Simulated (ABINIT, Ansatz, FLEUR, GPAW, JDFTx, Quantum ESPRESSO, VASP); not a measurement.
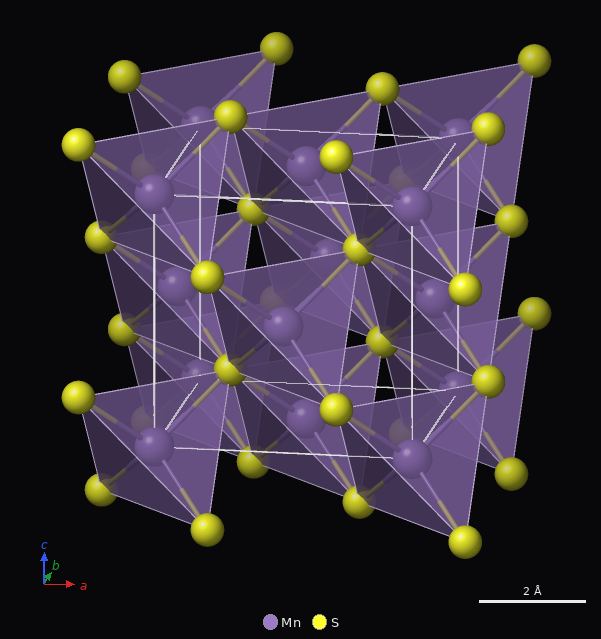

MnS, zinc blende type, space group F-43m (No. 216), a = 4.947 Å, b = 4.947 Å, c = 4.947 Å, α = 90.00°, β = 90.00°, γ = 90.00°. View slightly off an axis, drawn as a polyhedral model. The edges of the conventional unit cell are marked. Some neighbours outside the box are added. The cell is a structure listed in the Materials Project.

One fixed geometry in seven programs or potential sets. Alike in all runs: functional PBE; k mesh 9 × 9 × 9 on the run's cell of 2 atoms; occupations fermi-dirac, width 0.05 eV; collinear spin, ferromagnetic start; no spin-orbit coupling. All runs are metallic. A dash marks a pressure that wasn't computed or isn't reliable.

```tsv
program	pressure (GPa)	net moment (μB per cell of 2)
VASP (PBE potentials, release 64 Mn_pv, S)	3.1	0.22
GPAW (PAW data 1.2.1)	3.8	0.21
Quantum ESPRESSO (SSSP 1.3 efficiency)	2.9	0.22
JDFTx (PseudoDojo 0.5 standard)	?	?
Ansatz LAPW (all-electron)	3.0	0.23
FLEUR (all-electron)	-	0.22
ABINIT (JTH PAW PBE v2.0)	-	0.22
```

**Estimate the row of JDFTx (PseudoDojo 0.5 standard).**

A pressure of 2.8 GPa and a moment of 0.27 μB. The other rows span 2.9 to 3.8 GPa and 0.21 to 0.23 μB.

Plane-wave pressures hold the error of each finite cutoff. Each run keeps the magnetic state that it reached from a ferromagnetic start.

Caveat: semilocal functionals without U can turn such compounds, often antiferromagnetic insulators, into metals; the moments are low, while Mn and Fe are mostly high-spin, with larger cells, in such compounds; a cell with one magnetic atom can't hold antiferromagnetic order, which such compounds often take.
